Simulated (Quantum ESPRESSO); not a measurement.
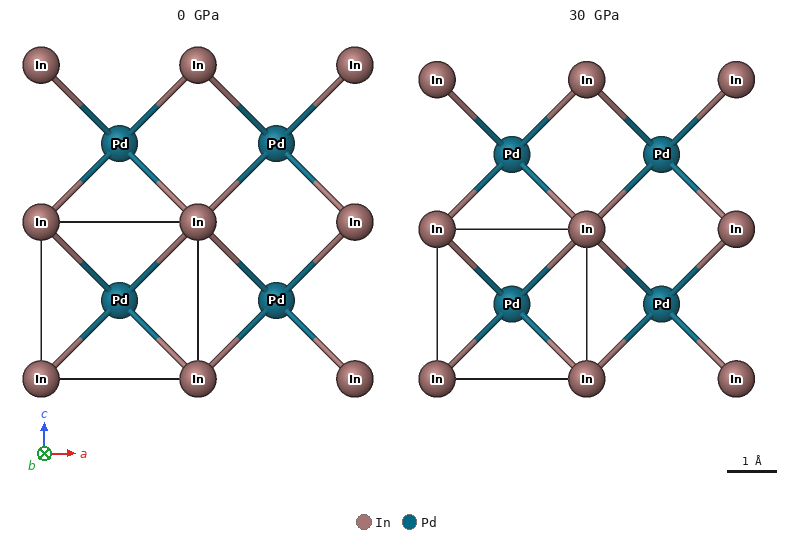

Crystalline InPd (set up in Pm-3m), relaxed (cell and atoms) at several target pressures. The picture shows the first and the last member. A ball-and-stick model of the cell of the calculation, repeated 2 × 1 × 2 with one cell outlined, seen along the b axis.

Computed with Quantum ESPRESSO 7.5: PBEsol, GBRV 1.5 PBEsol. Set-up: plane-wave cutoff 870.8 eV; k-point mesh 8 × 8 × 8; occupations fermi-dirac; smearing width 0.05 eV; no spin polarisation.

```json
{"pressure (GPa)": "0", "volume (Å³/atom)": "16.940", "a (Å)": "3.236"}
{"pressure (GPa)": "2", "volume (Å³/atom)": "16.713", "a (Å)": "3.221"}
{"pressure (GPa)": "5", "volume (Å³/atom)": "?", "a (Å)": "?"}
{"pressure (GPa)": "10", "volume (Å³/atom)": "15.962", "a (Å)": "3.172"}
{"pressure (GPa)": "20", "volume (Å³/atom)": "15.253", "a (Å)": "3.125"}
{"pressure (GPa)": "30", "volume (Å³/atom)": "14.695", "a (Å)": "3.086"}
```

**Estimate the missing row from the others, and compare with the calculation.**

Murnaghan's form V = V₀(1 + B′P/B₀)^(−1/B′), with V₀ = 16.940 Å³ from the row at zero pressure, fits the other rows with B₀ = 144 GPa and B′ = 5.05 (largest miss 0.005 Å³). At 5 GPa it gives 16.940 × (1 + 5.05 × 5/144)^(−1/5.05) = 16.407 Å³ per atom. The calculation gives 16.405 Å³/atom (a = 3.201 Å). The estimate is 0.002 Å³/atom too high. From the first member to the last: In–Pd 2.802 → 2.673 Å.

The whole series:

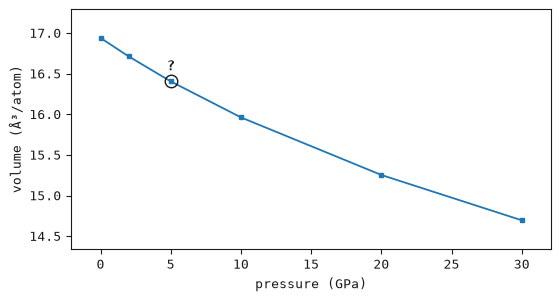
